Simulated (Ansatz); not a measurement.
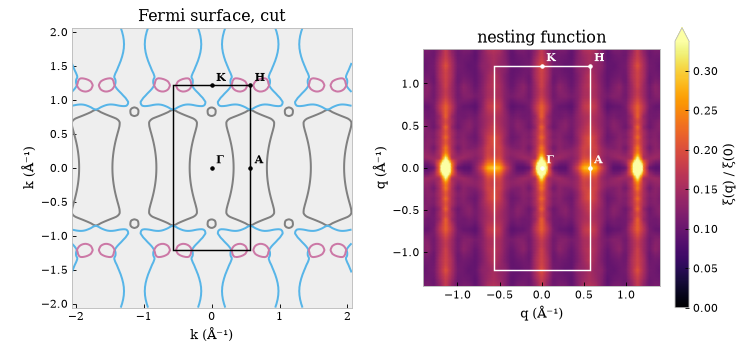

Tl (space group P6_3/mmc, No. 194): a cut of the Fermi surface and the nesting function ξ(q) = Σ δ(ε_k) δ(ε_k+q) over all sheets (each δ a Gaussian as wide as the level changes between mesh points, at least 0.03 eV; heights depend on it), both in the plane through Γ, A and K.

Theory: DFT PBE, scalar-relativistic, plane waves, PAW; levels and slopes on a dense k mesh at the converged density in Ansatz. No spin polarisation. Mesh 30×30×16, interpolated with the band slopes. The geometry was not relaxed (residual pressure 3 GPa).

Question: Where is the strongest nesting away from q = 0?

Answer: The highest maximum lies at A, at q = (0.00, 0.00, −0.50) in units of the primitive reciprocal vectors. It reaches 0.31 of the value at q = 0, against a mean of 0.14. A peak of ξ alone doesn't prove an instability there.

Spin-orbit coupling is left out; with Tl it can split, shift or remove sheets. Necks and pockets thinner than about two mesh steps aren't resolved, so separate pockets may in truth be joined.
